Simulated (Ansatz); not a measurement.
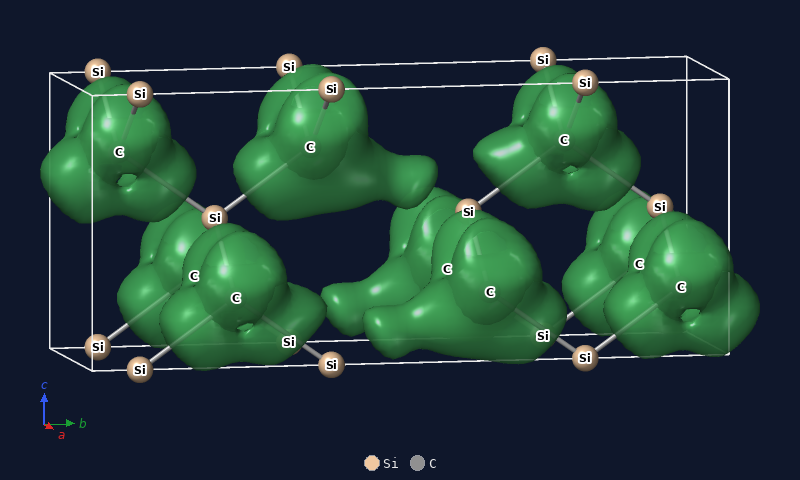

Figure. SiC. Isosurface of the ELF at 0.7 (green), seen slightly off an axis. Core shells and regions of very low density are left out. Sticks mark near contacts.

Space group Pmn2₁; not relaxed (largest force 2.0 eV/Å); computed pressure about −3 GPa in this cell.

Computed with DFT PBE, scalar-relativistic, plane waves, PAW in Ansatz 0.2.0.

Identify the bonds, lone pairs and shells in this picture.

Answer. The ELF exceeds this value in four regions on C in which the atom's valence shell and bonds are merged and two joined regions spread over several atoms (C, Si), in which their bonds and any lone pairs are merged, counted in one cell of 12 atoms. Any copies at cell faces, edges or corners count once. Along the contacts the grid gives the following. Si–C (1.88 Å): the ELF peaks at about 0.90 between the atoms: a shared electron pair.
